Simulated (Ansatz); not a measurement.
TiSi

Input

```
crystal:
  lattice:
    - [3.7931646537, 0.0, 0.0]
    - [0.0, 1.8028455847, 2.0659937852]
    - [0.0, -1.8028455847, 2.0659937852]
  atoms:
    - { symbol: Ti, position: [0.0, 0.0507344297, 0.0507344297] }
    - { symbol: Si, position: [0.5, 0.5507655703, 0.5507655703] }
basis:
  ecutwfc: 420
kpoints:
  mp_grid: { grid: [10, 12, 12] }
hamiltonian:
  xc: pbesol
scf:
  occupations: { method: gaussian, width: 0.15 }
output:
  forces: true
  stress: true
  eigenvalues: true
  write_density: true
  write_potential: true
  elf: true
  volumetric_format: npy
```

Command:

```sh
ansatz run input.yaml --threads 1 --pin off --max-ram 2560MiB --backend cpu --events-out ev --progress --plain --runs-dir out
```

Below, planes, directions and counts refer to the conventional cell (a = 3.61 Å, b = 4.13 Å, c = 3.79 Å, α = 90.00°, β = 90.00°, γ = 90.00°).

Space group Cmmm; a structure from a database of computed crystals, not necessarily the ambient phase; computed without spin polarisation.

Computed with Ansatz 0.2.0, DFT PBEsol, scalar-relativistic, plane waves, PAW.

> What can the converged valence pseudo-density and electron localisation function tell about the bonding?

Ti–Si (2.80 Å): the density is about 0.24 e/Å³ at the midpoint; the ELF peaks at about 0.70 in the valence shell of Si, 0.9 Å from its nucleus, and is about 0.35 at the midpoint.

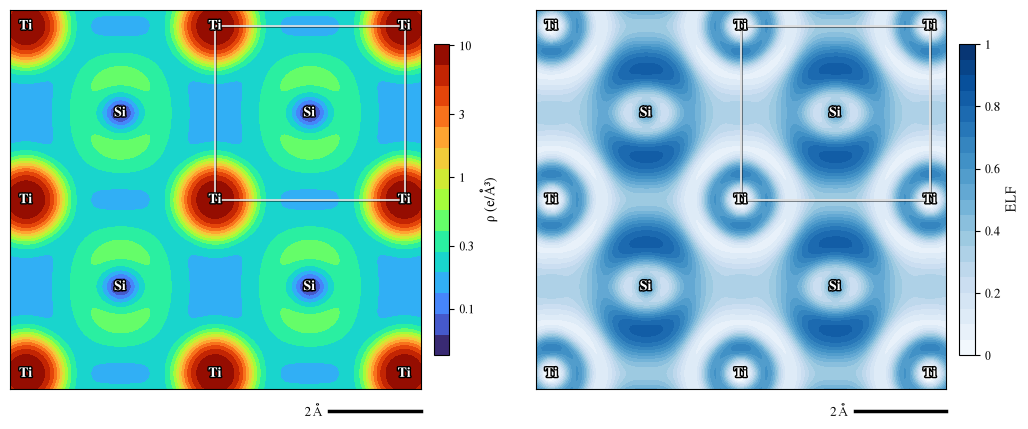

Computed valence pseudo-density and electron localisation function on the (100) plane of the conventional cell, in this order. 

In a PAW calculation such maps are meaningful between the atoms, not at the nuclei.
